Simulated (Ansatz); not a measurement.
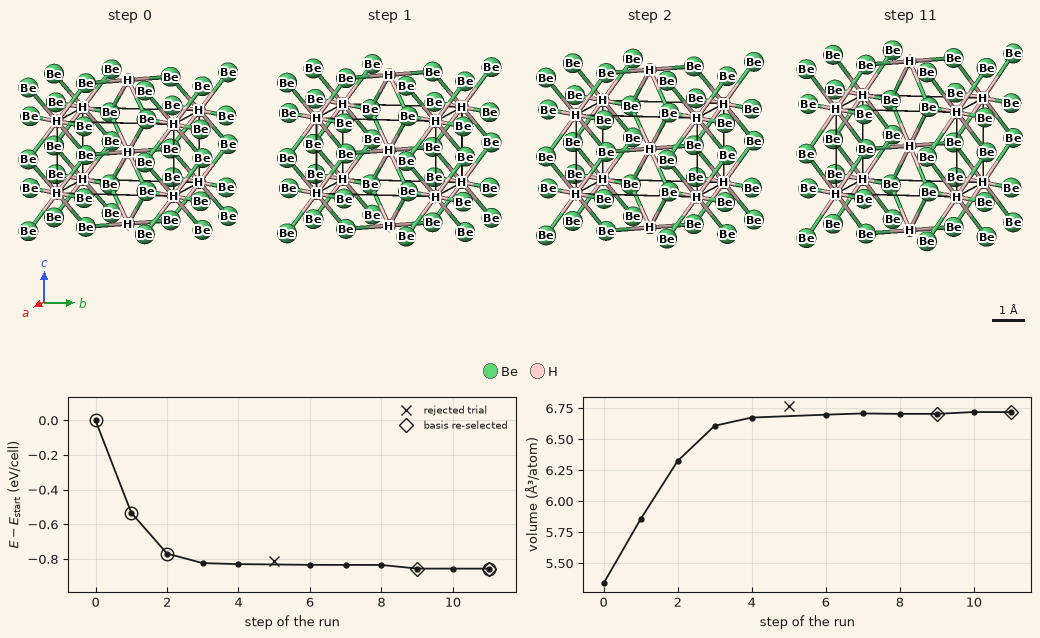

Frames of a relaxation of solid Be2H (set up in P4_2/mnm) (coarse preliminary run), marked on the history of the run. The picture is a ball-and-stick view of the cell of the calculation, seen slightly off an axis.

Case: 2 H put on empty site 1 of 1 host cells, relaxed.

All numbers below come from DFT PBE, scalar-relativistic, plane waves, PAW (Ansatz 0.2.0). Settings: plane-wave cutoff 420 eV; k-point mesh 6 × 6 × 8; occupations gaussian; smearing width 0.1 eV; no spin polarisation; cell and atoms relaxed; force threshold 0.0325 eV/Å; at most 70 steps.

> What happens along the run?

The energy falls by 0.855 eV per cell of the calculation in 8 accepted moves (11 points after the start). The largest force component goes from 0.24 to 0.00014 eV/Å. Pressure: 34.36 GPa at the start and 0.12 GPa at the end. The line search rejected the trial step at point 5 of the run. At 2 points the geometry stayed and the basis and grid were re-selected for the new cell (energy shift of 21.0 meV per cell of the calculation at most each time). The atoms keep their places relative to the cell (all moves are under 0.005 Å). The volume changes by +25.9 %, with a = b 3.752 → 3.882 Å (+3.5 %), c 2.275 → 2.675 Å (+17.6 %). Near-neighbour distances that change, for instance: Be–H 1.565 → 1.740 Å, Be–H 1.579 → 1.633 Å. The space group stays P4_2/mnm (No. 136). Cost: 6.9 s on 2 threads of Arm Neoverse V2, with other jobs on the host, peak memory 0.3 GiB. From step 0 to 1: volume +9.7 %, energy −0.532 eV per cell of the calculation. From step 1 to 2: volume +8.0 %, energy −0.236 eV per cell of the calculation. From step 2 to 11: volume +6.2 %, energy −86.9 meV per cell of the calculation.

```json
{"step": "0", "E − E(0), meV/atom": "0.00", "largest force component, eV/Å": "0.2445", "pressure, GPa": "34.36", "volume, Å³/atom": "5.338", "note": ""}
{"step": "1", "E − E(0), meV/atom": "-88.71", "largest force component, eV/Å": "0.1535", "pressure, GPa": "17.10", "volume, Å³/atom": "5.856", "note": ""}
{"step": "2", "E − E(0), meV/atom": "-127.99", "largest force component, eV/Å": "0.0440", "pressure, GPa": "5.92", "volume, Å³/atom": "6.325", "note": ""}
{"step": "3", "E − E(0), meV/atom": "-137.17", "largest force component, eV/Å": "0.0028", "pressure, GPa": "0.96", "volume, Å³/atom": "6.610", "note": ""}
{"step": "4", "E − E(0), meV/atom": "-138.14", "largest force component, eV/Å": "0.0026", "pressure, GPa": "0.17", "volume, Å³/atom": "6.676", "note": ""}
{"step": "5", "E − E(0), meV/atom": "-135.34", "largest force component, eV/Å": "0.0162", "pressure, GPa": "-0.72", "volume, Å³/atom": "6.772", "note": "rejected"}
{"step": "6", "E − E(0), meV/atom": "-138.82", "largest force component, eV/Å": "0.0012", "pressure, GPa": "0.03", "volume, Å³/atom": "6.699", "note": ""}
{"step": "7", "E − E(0), meV/atom": "-138.88", "largest force component, eV/Å": "0.0021", "pressure, GPa": "0.01", "volume, Å³/atom": "6.709", "note": ""}
{"step": "8", "E − E(0), meV/atom": "-138.94", "largest force component, eV/Å": "0.0004", "pressure, GPa": "0.01", "volume, Å³/atom": "6.706", "note": ""}
{"step": "9", "E − E(0), meV/atom": "-142.43", "largest force component, eV/Å": "0.0014", "pressure, GPa": "0.31", "volume, Å³/atom": "6.706", "note": "same geometry, new basis"}
{"step": "10", "E − E(0), meV/atom": "-142.46", "largest force component, eV/Å": "0.0001", "pressure, GPa": "0.12", "volume, Å³/atom": "6.720", "note": ""}
{"step": "11", "E − E(0), meV/atom": "-142.47", "largest force component, eV/Å": "0.0001", "pressure, GPa": "0.12", "volume, Å³/atom": "6.720", "note": "same geometry, new basis"}
```
